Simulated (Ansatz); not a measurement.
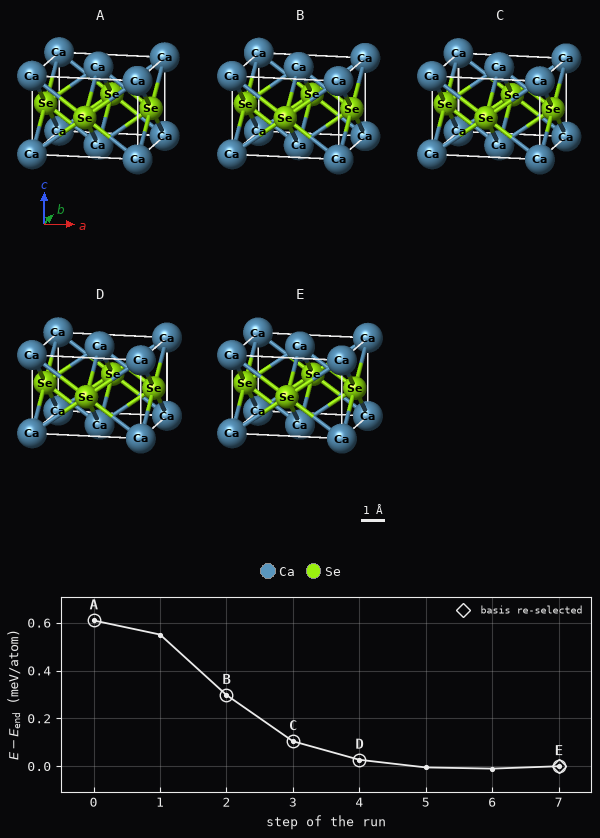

Frames of a relaxation of a crystal of CaSe (a generated structure, set up in Cmmm), marked on the history of the run. A ball-and-stick model of the conventional cell (2 times the calculation's cell), seen slightly off an axis. Lengths and directions refer to the drawn axes.

Computed with DFT PBE+D3(BJ), scalar-relativistic, plane waves, PAW in Ansatz 0.2.0. Set-up: plane-wave cutoff 420 eV; k-point mesh 8 × 8 × 8; occupations gaussian; smearing width 0.02 eV; no spin polarisation; cell and atoms relaxed; force threshold 0.01 eV/Å; at most 80 steps.

Q: Describe the path.

A: The energy falls by 0.6 meV per atom in 6 accepted moves (7 points after the start). All forces vanish by symmetry, so only the cell relaxes. Pressure: −0.08 GPa at the start and 0.00 GPa at the end. At 1 point the geometry stayed and the basis and grid were re-selected for the new cell (energy shift of less than 0.05 meV per atom at most each time). No atom moves by more than 0.005 Å relative to the cell. Cell: a 4.869 → 5.070 Å (+4.1 %), b 5.314 → 5.088 Å (−4.3 %), c 3.605 → 3.591 Å (−0.4 %). Volume −0.7 %. Some distances before and after: Ca–Se 3.211 → 3.114 Å, Ca–Se 3.029 → 3.107 Å. The space group stays Cmmm (No. 65). From step 0 to 2: volume −0.6 %, energy −0.3 meV per atom. From step 2 to 3: volume −0.2 %, energy −0.2 meV per atom. From step 3 to 4: energy −0.1 meV per atom. From step 4 to 7: volume +0.1 %, energy 0.0 meV per atom.

| step | E − E(0), meV/atom | pressure, GPa | volume, Å³/atom | note |
| --- | --- | --- | --- | --- |
| 0 | 0.00 | -0.08 | 23.318 |  |
| 1 | -0.06 | 0.01 | 23.272 |  |
| 2 | -0.31 | 0.13 | 23.176 |  |
| 3 | -0.51 | 0.13 | 23.133 |  |
| 4 | -0.58 | 0.09 | 23.133 |  |
| 5 | -0.61 | -0.01 | 23.164 |  |
| 6 | -0.62 | 0.01 | 23.158 |  |
| 7 | -0.61 | 0.00 | 23.158 | same geometry, new basis |
